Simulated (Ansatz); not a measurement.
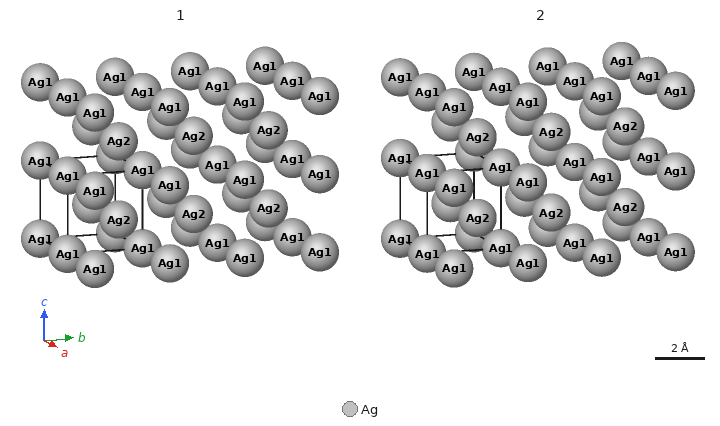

Two geometries of solid Ag (set up in Im-3m): one is the relaxed structure, the other was perturbed away from it. Style: spheres-only. Shown: the cell of the calculation, repeated 2 × 3 × 2 with one cell outlined, slightly off an axis.

Method: DFT r2SCAN, scalar-relativistic, plane waves, PAW (Ansatz 0.2.0). Settings: plane-wave cutoff 500 eV; k-point mesh 16 × 16 × 16; occupations gaussian; smearing width 0.1 eV; no spin polarisation.

### Which is the distorted one, and what does the distortion cost?

Structure 2 is the perturbed one. Biaxial strain in the a–b plane, −1.5 %, is applied. The c axis and the atoms are relaxed. The energy changes by less than 1 meV per atom. The pressure goes from −0.2 to −0.3 GPa. The principal stresses (compression positive) are 0.0 GPa along c and −0.5 GPa across it. Both are metals. The drawn cell changes as follows: a = b 3.269 → 3.220 Å (−1.5 %), c 3.269 → 3.372 Å (+3.2 %); the volume changes by +0.1 %. The atoms keep their places relative to the cell (all moves are under 0.005 Å). The space group (tolerance 0.01 Å) goes from Im-3m (No. 229) to I4/mmm (No. 139).
